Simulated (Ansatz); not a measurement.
```yaml
crystal:
  lattice:
    - [3.88330, 0.00000, 0.00000]
    - [0.00000, 3.88330, 0.00000]
    - [0.00000, 0.00000, 8.29688]
  atoms:
    - { symbol: Ti, position: [0.00000, 0.00000, 0.50000] }
    - { symbol: Ti, position: [0.50000, 0.50000, 0.00000] }
    - { symbol: Ti, position: [0.50000, 0.50000, 0.50000] }
    - { symbol: Al, position: [0.00000, 0.50000, 0.25235] }
    - { symbol: Al, position: [0.00000, 0.50000, 0.74765] }
    - { symbol: Al, position: [0.50000, 0.00000, 0.25235] }
    - { symbol: Al, position: [0.50000, 0.00000, 0.74765] }
    - { symbol: Al, position: [0.00000, 0.00000, 0.00000] }
```

Space group P4/mmm; a structure from a database of computed crystals, not necessarily the ambient phase; computed without spin polarisation.

All numbers below come from DFT PBEsol, scalar-relativistic, plane waves, PAW (Ansatz).

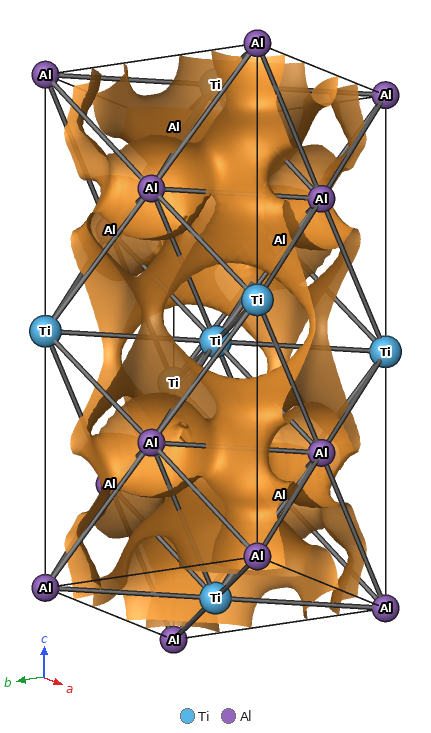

Ti3Al5. Isosurface of the electron localisation function at 0.55 (orange), seen at an oblique angle. Only the valence region is drawn (cores and ρ < 0.01 e/Å³ removed). Sticks mark near contacts.

In a PAW calculation such maps are meaningful between the atoms, not at the nuclei.

Identify the bonds, lone pairs and shells in this picture.

Answer. The surface consists of one network that runs through the whole crystal, counted in one cell of 8 atoms. Any copies at cell faces, edges or corners count once.

Values along the shortest contacts:
Ti–Ti (2.75 Å): the ELF is about 0.30 at the midpoint (no localised pair shows between them). Ti–Al (2.75 Å): the ELF is about 0.35 at the midpoint.

How much charge does the calculation move between the atoms?

Answer. Electrons move from Ti towards Al. Bader charges: Ti +0.60 to +0.72 and Al −0.42 to −0.25 e.
